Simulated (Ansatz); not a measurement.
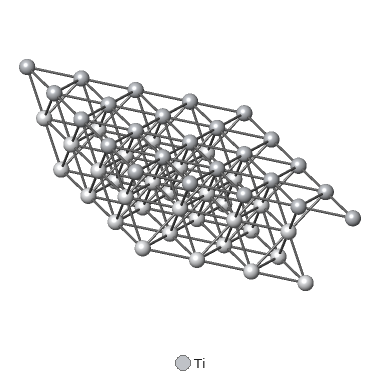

The system is Si on a Ti(111) slab cut from the Fm-3m phase, its upper half relaxed before the scan (12 atoms of substrate and one adsorbate in a 2 × 2 cell); the picture shows it without the atoms that are moved over the map. 
- Si is moved over the surface cell at a fixed height above a rigid substrate; the origin of the map has the adsorbate above Ti9; the height is held at 2.50 Å.
- Places are given modulo a cell vector. The map is drawn in real space over the plane of the surface.
- The grid has 6 × 6 points; 10 points were computed and 26 follow by symmetry.
- Places are given in fractions of the 1 × 1 surface cell.
- Energies: meV, counted from the lowest grid point.
- The runs have no spin polarisation, so an open-shell adsorbate far from the surface lies too high. At a fixed height the lowest place need not be the adsorption site.
- All numbers below come from DFT PBE+D3(BJ), scalar-relativistic, plane waves, PAW (Ansatz). Settings: cutoff 420 eV, k-mesh 6×6×1, gaussian smearing 0.1 eV, no spin polarisation.

Range: position of Si13 along the first surface vector from 0.000 to 0.833; position of Si13 along the second surface vector from 0.000 to 0.833.

**What will the energy surface look like?**

The lowest grid point is at a threefold hollow over a second-layer Ti atom, (2/6, 4/6) of the cell vectors. The highest grid point, a threefold hollow over a third-layer Ti atom, (4/6, 2/6) of the cell vectors, lies 89 meV above the lowest. On the interpolated surface the easiest way out of the lowest well to its copy in the next cell or period passes a barrier of about 52 meV. At the lowest point the adsorbate has 3 Ti at 2.99 Å as nearest neighbours, at the highest 3 Ti at 2.99 Å.

| second ↓, first → | 0/6 | 1/6 | 2/6 | 3/6 | 4/6 | 5/6 |
| --- | --- | --- | --- | --- | --- | --- |
| 5/6 | 49 | 31 | 20 | 20 | 31 | 49 |
| 4/6 | 51 | 20 | 0 | 20 | 51 | 61 |
| 3/6 | 59 | 20 | 20 | 59 | 80 | 80 |
| 2/6 | 51 | 31 | 51 | 80 | 89 | 80 |
| 1/6 | 49 | 49 | 61 | 80 | 80 | 61 |
| 0/6 | 55 | 49 | 51 | 59 | 51 | 49 |

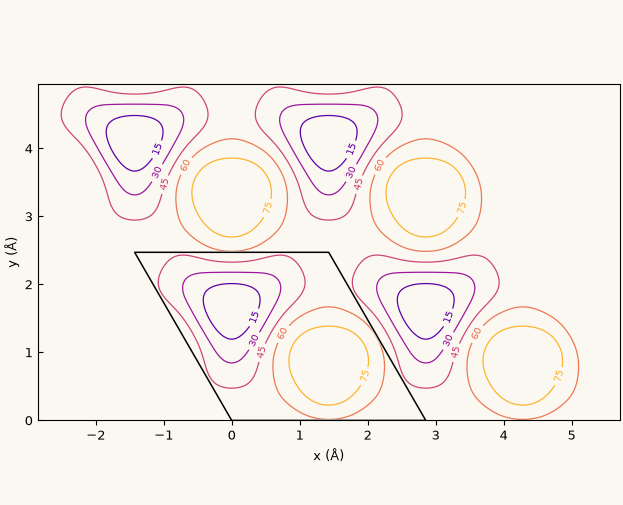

In the figure: contour lines labelled in meV, the outline of one cell of the 2 × 2 shown. Between grid points the surface is interpolated.

Each point was launched as `ansatz run input.yaml --threads 2 --pin off --max-ram 6144MiB --backend cpu --events-out ev --progress --plain --runs-dir out`. The whole map (10 points run) took 2.6 min on 2 threads of AMD EPYC 9R45 96-Core Processor (Zen 5) (shared host).

PAW datasets: the set soft_1.
